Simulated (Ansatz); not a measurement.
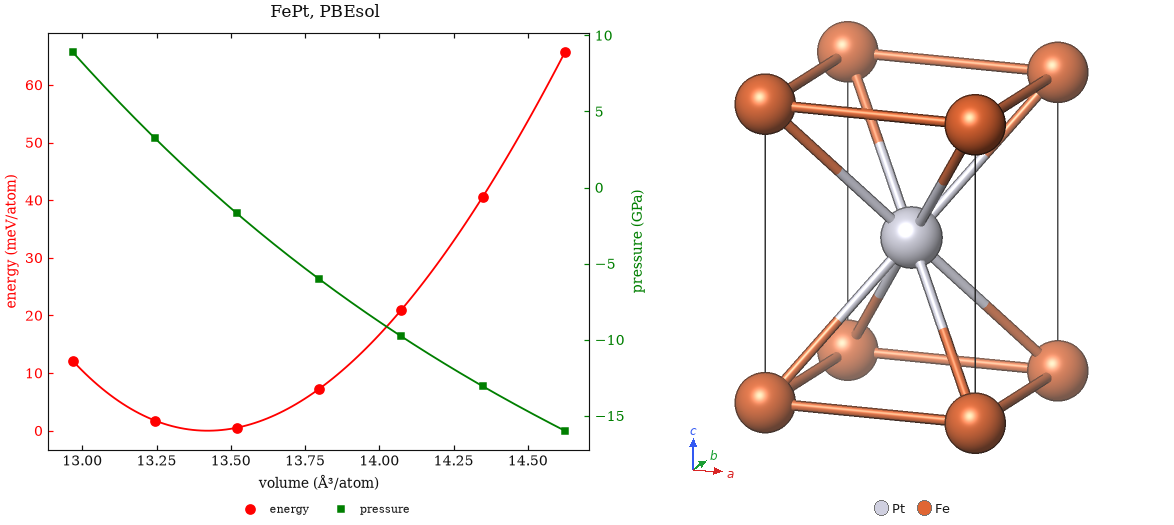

The figure shows the energy and pressure against volume for FePt, space group P4/mmm (No. 123). The conventional cell is drawn beside the plot.

Cell as given: a = 2.724 Å, b = 2.724 Å, c = 3.720 Å, α = 90.00°, β = 90.00°, γ = 90.00°; 2 atoms.

Computed with Ansatz 0.2.0: all-electron LAPW DFT, collinear spins; energies at scaled volumes of the given cell, shape and fractions fixed, counted from the fit's minimum, third-order Birch-Murnaghan fit. Level: PBEsol, collinear spin.

```
         setting                                   value
          k mesh                                 10×10×7
     occupations                             Fermi–Dirac
  smearing width                                 0.05 eV
      potentials  all electron LAPW, scalar relativistic
program settings              basis error eV/atom 0.0005
```

### How stiff is the solid, and where is its volume at rest?

A third-order Birch–Murnaghan fit gives V0 = 13.42 Å³/atom, B0 = 235 GPa and B′ = 5.5.

### What does the pressure do across the range?

It falls from 8.88 GPa at volume 12.97 Å³/atom to −15.98 GPa at 14.62 Å³/atom, and changes sign near 13.43 Å³/atom.

Keep in mind: spin-orbit coupling left out, heavy elements; shape and atomic fractions are frozen while scaling, which makes layered, chain and framework solids too stiff.
